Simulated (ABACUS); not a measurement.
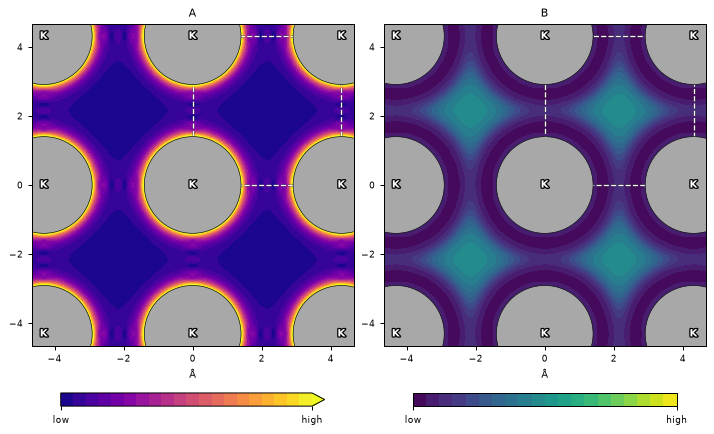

K: 2 fields on the (010) plane of the conventional cell, with unlabelled colour scales. Grey discs cover the atomic cores.

Space group Pm-3m; a structure from a database of computed crystals, not necessarily the ambient phase.

Theory: Kohn-Sham DFT of a periodic cell, PBE, PseudoDojo NC SR 0.4.1 PBE standard in ABACUS 3.10.1.

```xyz
1
Lattice="4.3104 0.0000 0.0000 0.0000 4.3104 0.0000 0.0000 0.0000 4.3104" Properties=species:S:1:pos:R:3 pbc="T T T"
K     0.0000    0.0000    0.0000
```

### Which field does each panel show? The fields are: electron localisation function and valence pseudo-density.

Panel A: valence pseudo-density. Panel B: electron localisation function. From the grid: K–K (4.31 Å): the density is about 0.02 e/Å³ at the midpoint; the ELF is about 0.10 at the midpoint (no shared electron pair shows on this line).
